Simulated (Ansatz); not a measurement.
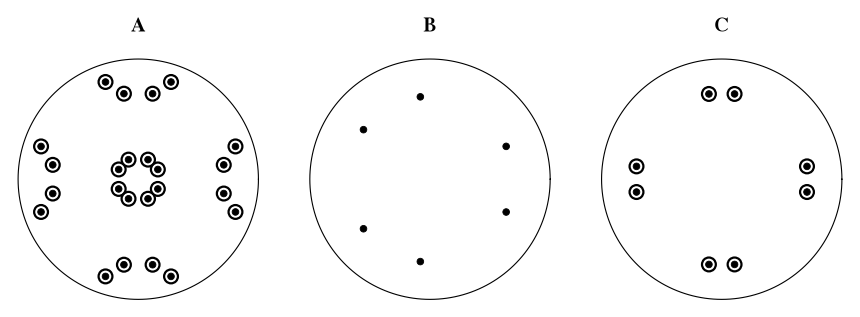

Stereographic projection: filled dots lie in the upper hemisphere, open rings in the lower. Each shows the poles of one general form. The c axis points at the viewer. Computed from the symmetry of the structures below (computed or model cells, partly hypothetical).

> Match each stereogram to its crystal.
1. MoS2, R3m (No. 160, hexagonal axes)
2. Si, No. 227, Fd-3m, origin choice 1
3. Al, I4/mmm, No. 139

A is 2 (point group m-3m); B is 1 (point group 3m); C is 3 (point group 4/mmm).
